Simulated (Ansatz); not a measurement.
Here is a crystal structure:

```cif
data_structure
_symmetry_space_group_name_H-M 'P 1'
_symmetry_Int_Tables_number 1
_cell_length_a 7.4595
_cell_length_b 6.5203
_cell_length_c 8.9130
_cell_angle_alpha 90.000
_cell_angle_beta 90.000
_cell_angle_gamma 90.000
_cell_volume 433.51
loop_
_atom_site_label
_atom_site_type_symbol
_atom_site_fract_x
_atom_site_fract_y
_atom_site_fract_z
_atom_site_occupancy
Al1 Al 0.31901 0.00000 0.00000 1
Al2 Al 0.68099 0.00000 0.50000 1
Al3 Al 0.68099 0.00000 0.00000 1
Al4 Al 0.31901 0.00000 0.50000 1
Al5 Al 0.50000 0.64280 0.09841 1
Al6 Al 0.50000 0.35720 0.59841 1
Al7 Al 0.50000 0.64280 0.40159 1
Al8 Al 0.50000 0.35720 0.90159 1
Al9 Al 0.31914 0.29809 0.25000 1
Al10 Al 0.68086 0.70191 0.75000 1
Al11 Al 0.68086 0.29809 0.25000 1
Al12 Al 0.31914 0.70191 0.75000 1
Ru1 Ru 0.50000 0.96497 0.25000 1
Ru2 Ru 0.50000 0.03503 0.75000 1
Al13 Al 0.81901 0.50000 0.00000 1
Al14 Al 0.18099 0.50000 0.50000 1
Al15 Al 0.18099 0.50000 0.00000 1
Al16 Al 0.81901 0.50000 0.50000 1
Al17 Al 0.00000 0.14280 0.09841 1
Al18 Al 0.00000 0.85720 0.59841 1
Al19 Al 0.00000 0.14280 0.40159 1
Al20 Al 0.00000 0.85720 0.90159 1
Al21 Al 0.81914 0.79809 0.25000 1
Al22 Al 0.18086 0.20191 0.75000 1
Al23 Al 0.18086 0.79809 0.25000 1
Al24 Al 0.81914 0.20191 0.75000 1
Ru3 Ru 0.00000 0.46497 0.25000 1
Ru4 Ru 0.00000 0.53503 0.75000 1
```

> What does this file describe?

Its composition is Al₆Ru. It is base-centred orthorhombic, space group Cmcm (No. 63). The cell has 28 atoms, namely 24 Al, 4 Ru. With all contacts inside bonding distance counted, the coordination numbers are Al 11 and Ru 10.

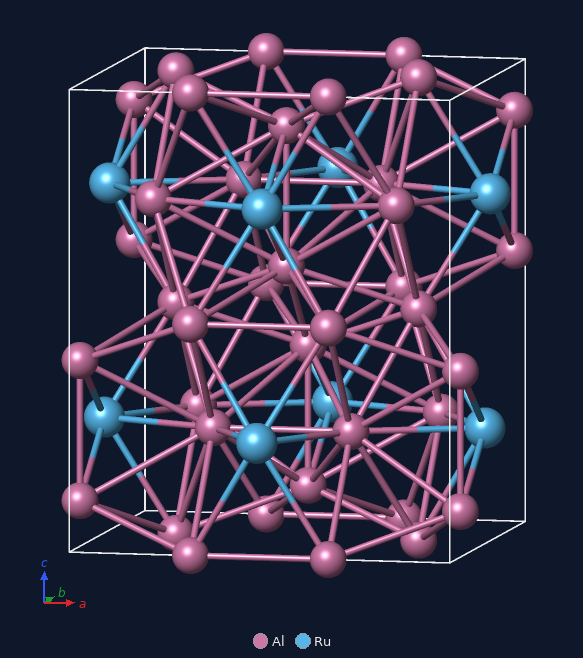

Crystal structure, ball-and-stick style, seen slightly off an axis. One conventional unit cell is framed, with atoms on its boundary repeated.

The cell started as a structure listed in the Materials Project. Earlier steps of the study may have refined or changed the cell and positions. It was run through Ansatz as a DFT input.
